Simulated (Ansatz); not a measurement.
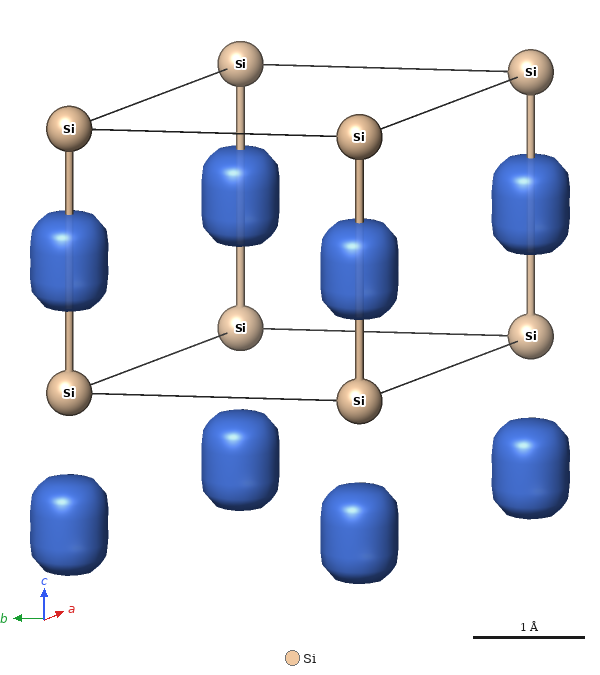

*Si. Isosurface of the ELF at 0.85 (blue), seen at an oblique angle. Only the valence region is drawn (cores and ρ < 0.01 e/Å³ removed). Sticks mark near contacts.*

Space group P6/mmm; a structure from a database of computed crystals, not necessarily the ambient phase; computed pressure about −3 GPa in this cell.

All numbers below come from Kohn-Sham DFT of a periodic cell, PBE0, Ansatz PAW (Ansatz).

```
CELL_PARAMETERS angstrom
2.63790 0.00000 0.00000
-1.31895 2.28449 0.00000
0.00000 0.00000 2.48269
ATOMIC_POSITIONS crystal
Si 0.00000 0.00000 0.00000
```

**What do the ELF domains correspond to?**

The surface consists of one region between bonded Si–Si atoms (shared pairs), counted in one cell of 1 atoms. Any copies at cell faces, edges or corners count once. Along the contacts the grid gives the following. Si–Si (2.48 Å): the ELF peaks at about 0.90 between the atoms: a covalent bond.
